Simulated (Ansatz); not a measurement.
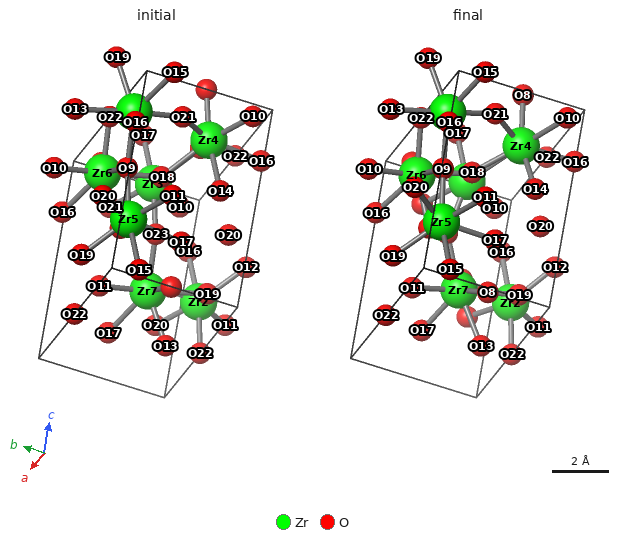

The structure of a defect cell of composition Zr₇O₁₆ before (left) and after (right) a relaxation, at one scale.

A ball-and-stick model of the cell of the calculation (origin shifted), seen from a free direction.

Level of theory: DFT PBEsol, scalar-relativistic, plane waves, PAW (Ansatz). (plane-wave cutoff 420 eV; k-point mesh 2 × 2 × 2; occupations gaussian; smearing width 0.02 eV; mesh shifted by (0.5, 0.5, 0.5); collinear spin; atoms relaxed in a fixed cell; force threshold 0.03 eV/Å; at most 40 steps)

Summarise the run.

Answer. Over 14 accepted moves (16 points after the start) the energy falls by 1.160 eV per cell of the calculation. The largest force component goes from 1.3 to 0.02 eV/Å. The line search rejected the trial steps at points 2, 14 of the run. The atom that moves furthest is an O atom (0.79 Å along [3 2 1]). Largest moves by element: O 0.79 Å, Zr 0.21 Å. The cell stays as it was. Some distances before and after: Zr–Zr 3.414 → 3.614 Å, O–Zr 2.269 → 2.075 Å, O–Zr 2.268 → 2.099 Å, O–Zr 2.152 → 2.310 Å. Among the angles between lasting bonds that change: Zr–O–Zr 131.3° → 139.2°, Zr–O–Zr 99.3° → 107.1°, Zr–O–Zr 105.9° → 99.4°.

Limits of the set-up: the k-point mesh is coarse for a cell with partly filled bands; the periodic images lie only 6.7 Å apart, so the values are limited by the cell's size.
